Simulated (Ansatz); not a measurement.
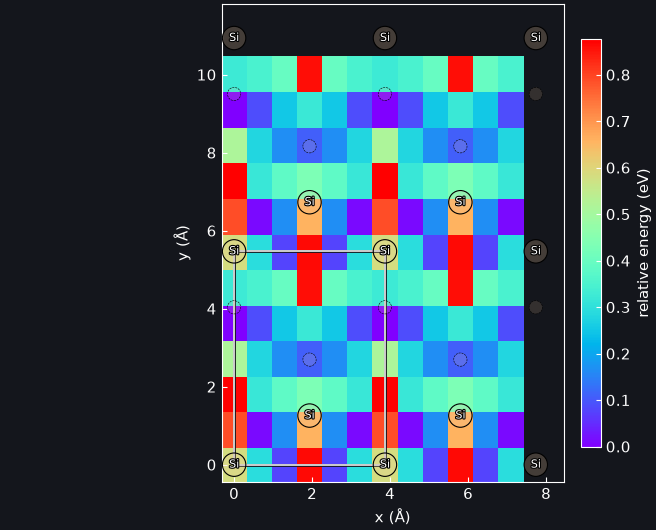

Energy landscape of S on a Si(110) slab cut from the Fd-3m phase, its upper half relaxed before the scan (6 atoms of substrate and one adsorbate in a 1 × 1 cell). S is moved over the surface cell; relaxed at each place: the height of the adsorbate's atoms; substrate rigid; the origin of the map has the adsorbate above Si5. Places are given modulo a cell vector. The map is drawn in real space over the plane of the surface. The scan uses a 6 × 6 grid; 24 points were computed and 12 follow by symmetry. All energies are given in eV relative to the lowest grid point. The relaxed height changes by up to 0.8 Å between neighbouring points. The magnetic moment jumps between some neighbouring points. With one adsorbate in each 1 × 1 cell, its nearest image is 3.9 Å away, so neighbouring adsorbates interact. The calculation used Ansatz, DFT PBE, scalar-relativistic, plane waves, PAW. Settings: cutoff 420 eV, k-mesh 7×5×1, gaussian smearing 0.05 eV, spin-polarised.

The picture shows one coloured cell a grid point, labelled circles for the atoms of the top layer and small ones for the second layer, the outline of one cell of the 2 × 2 shown. 

Question: Where are the lowest and the highest points?

Answer: The lowest grid point is at (0/6, 4/6) of the cell vectors [nearest 1 Si at 2.13 Å]. The highest grid point, (0/6, 2/6) of the cell vectors [nearest 1 Si at 2.37 Å], lies 0.88 eV above the lowest. At the lowest point the adsorbate has 1 Si at 2.13 Å as nearest neighbours, at the highest 1 Si at 2.37 Å. Its relaxed height above the top atom is 1.10 Å at the lowest and 1.51 Å at the highest point.

Each point was launched as `ansatz run input.yaml --threads 2 --pin off --max-ram 6144MiB --backend cpu --events-out ev --progress --plain --runs-dir out`. The whole map (24 points run) took 41 min on 2 threads of Arm Neoverse V2, on a shared host.

PAW datasets: the set soft_1.
